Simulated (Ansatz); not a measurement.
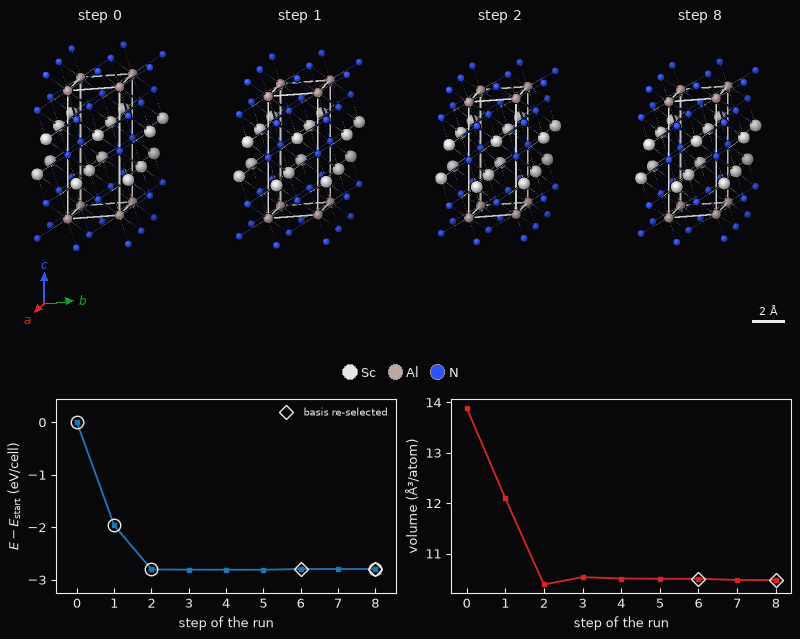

Frames of a relaxation of solid Sc$_{2}$AlN$_{3}$ (a generated structure, set up in P-3m1) (coarse preliminary run), marked on the history of the run. The picture is a ball-and-stick view of the cell of the calculation, seen slightly off an axis.

The calculation used DFT PBE, scalar-relativistic, plane waves, PAW (Ansatz). Set-up: plane-wave cutoff 420 eV; k-point mesh 6 × 6 × 2; occupations gaussian; smearing width 0.1 eV; no spin polarisation; cell and atoms relaxed; force threshold 0.04 eV/Å; at most 70 steps.

> Describe the path.

The largest moves relative to the cell, 0.12 Å, are those of N atoms. By element the largest moves are N 0.12 Å, Sc 0.06 Å. Al stays in place. The volume changes by −24.6 %, with a = b 3.400 → 3.102 Å (−8.8 %), c 8.328 → 7.542 Å (−9.4 %). Among the contacts that change: Sc–Sc 3.400 → 3.102 Å, Al–N 2.404 → 2.121 Å, Sc–Sc 3.400 → 3.191 Å, N–Sc 2.404 → 2.222 Å. Among the angles between lasting bonds that change: N–Al–N 90.0° → 94.0°, Al–N–Al 90.0° → 94.0°, N–Al–N 90.0° → 86.0°. The space group stays P-3m1 (No. 164). After 6 accepted moves (8 points after the start) the energy has fallen by 2.794 eV per cell of the calculation. The largest force component goes from 0.68 to 0.011 eV/Å. The pressure goes from −32.00 to 0.06 GPa. The SCF was repeated twice at an unchanged geometry on a basis and grid sized afresh for the cell, which shifted the energy by 14.4 meV per cell of the calculation at most. From step 0 to 1: N atoms move most (0.04 Å), volume −12.9 %, energy −1.962 eV per cell of the calculation. From step 1 to 2: N atoms move most (0.10 Å), volume −14.1 %, energy −0.839 eV per cell of the calculation. From step 2 to 8: volume +0.9 %, energy +7.8 meV per cell of the calculation.

```
step  E − E(0), meV/atom  largest force component, eV/Å  pressure, GPa  volume, Å³/atom                      note
   0                0.00                         0.6792         -32.00           13.897                          
   1             -327.04                         0.8781         -21.35           12.099                          
   2             -466.90                         0.2536           2.26           10.388                          
   3             -467.58                         0.1737          -0.63           10.534                          
   4             -467.78                         0.0517          -0.08           10.507                          
   5             -467.94                         0.0033           0.00           10.501                          
   6             -465.54                         0.0032          -0.41           10.501  same geometry, new basis
   7             -465.63                         0.0114           0.07           10.478                          
   8             -465.60                         0.0113           0.06           10.478  same geometry, new basis
```
